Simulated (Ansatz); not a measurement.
## Electronic structure of GaP in real space

The calculation's input:

```
crystal:
  lattice:
    - [6.1757260344, 0.0, 0.0]
    - [0.0, 6.1757260344, 0.0]
    - [0.0, 0.0, 6.1757260344]
  atoms:
    - { symbol: Ga, position: [0.1111725879, 0.1111725879, 0.1111725879] }
    - { symbol: Ga, position: [0.8888274121, 0.8888274121, 0.8888274121] }
    - { symbol: Ga, position: [0.3888274121, 0.8888274121, 0.6111725879] }
    - { symbol: Ga, position: [0.6111725879, 0.1111725879, 0.3888274121] }
    - { symbol: Ga, position: [0.6111725879, 0.3888274121, 0.8888274121] }
    - { symbol: Ga, position: [0.3888274121, 0.6111725879, 0.1111725879] }
    - { symbol: Ga, position: [0.8888274121, 0.6111725879, 0.3888274121] }
    - { symbol: Ga, position: [0.1111725879, 0.3888274121, 0.6111725879] }
    - { symbol: P, position: [0.6025622623, 0.6025622623, 0.6025622623] }
    - { symbol: P, position: [0.3974377377, 0.3974377377, 0.3974377377] }
    - { symbol: P, position: [0.8974377377, 0.3974377377, 0.1025622623] }
    - { symbol: P, position: [0.1025622623, 0.6025622623, 0.8974377377] }
    - { symbol: P, position: [0.1025622623, 0.8974377377, 0.3974377377] }
    - { symbol: P, position: [0.8974377377, 0.1025622623, 0.6025622623] }
    - { symbol: P, position: [0.3974377377, 0.1025622623, 0.8974377377] }
    - { symbol: P, position: [0.6025622623, 0.8974377377, 0.1025622623] }
scf:
  occupations: { method: gaussian, width: 0.03 }
output:
  forces: true
  stress: true
  eigenvalues: true
  write_density: true
  write_potential: true
  elf: true
  volumetric_format: npy
hamiltonian:
  xc: lda
basis:
  ecutwfc: 500
kpoints:
  mp_grid: { grid: [6, 6, 6] }
relax:
  f_tol: 0.005
  max_steps: 60
  cell: { stress_tol: 0.05, p_target: 30.7 }
```

Launched as:

```sh
ansatz run input.yaml --threads 4 --pin off --max-ram 10240MiB --backend cpu --events-out ev --progress --plain --runs-dir out
```

Below, planes, directions and counts refer to the conventional cell (a = 6.10 Å, b = 6.10 Å, c = 6.10 Å, α = 90.00°, β = 90.00°, γ = 90.00°).

The fields are those of the relaxed geometry.

Space group Pa-3; a generated structure, not necessarily the stable one; computed pressure about 31 GPa in this cell.

These are results of DFT LDA, scalar-relativistic, plane waves, PAW in Ansatz 0.2.0, not measurements.

In a PAW calculation such maps are meaningful between the atoms, not at the nuclei.

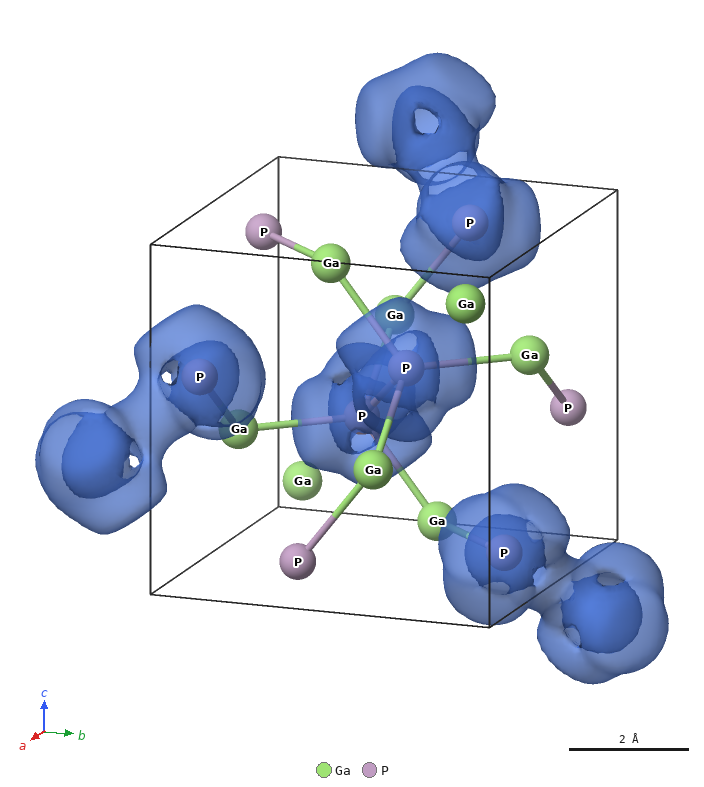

Figure 1. Isosurface of the ELF at 0.65 (blue), seen slightly off an axis. Core shells and regions of very low density are left out. Sticks mark near contacts.

Q: What do the ELF domains correspond to?

A: The ELF exceeds this value in four regions between bonded P–P atoms, counted in one cell of 16 atoms. Regions shared between cells count once. Along the contacts the grid gives the following. Ga–P (2.17 Å): the ELF peaks at about 0.90 in the valence shell of P, 0.8 Å from its nucleus, and is about 0.75 at the midpoint. P–P (2.22 Å): the ELF peaks at about 0.85 between the atoms.

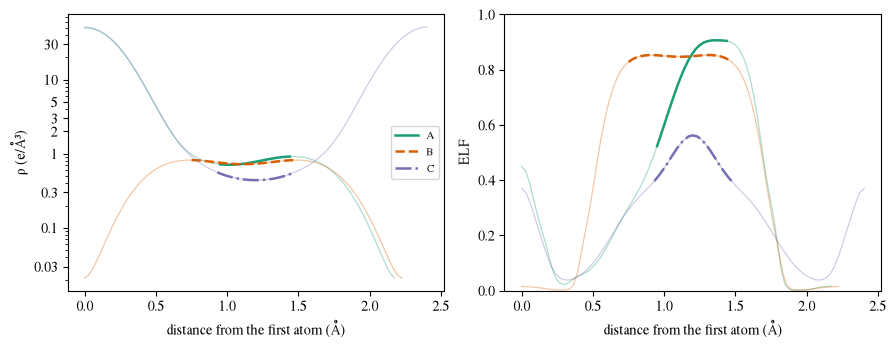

Figure 2. Valence charge density (pseudo) and ELF along straight lines between neighbouring atoms. Thin, pale parts lie inside the atomic spheres.

Q: Which curve belongs to which contact (Ga–Ga, Ga–P and P–P)? The first atom named is at distance zero.

A: Curve A: Ga–P (2.17 Å): ρ at the midpoint is about 0.72 e/Å³; the ELF peaks at about 0.90 in the valence shell of P, 0.8 Å from its nucleus, and is about 0.75 at the midpoint. Curve B: P–P (2.22 Å): ρ is about 0.72 e/Å³ halfway; the ELF peaks at about 0.85 between the atoms. Curve C: Ga–Ga (2.40 Å): the density is about 0.44 e/Å³ at the midpoint; the ELF reaches about 0.55 near the midpoint.

Q: Does the calculation give a band gap?

A: It is metallic or semimetallic at this level of theory: no gap opens.
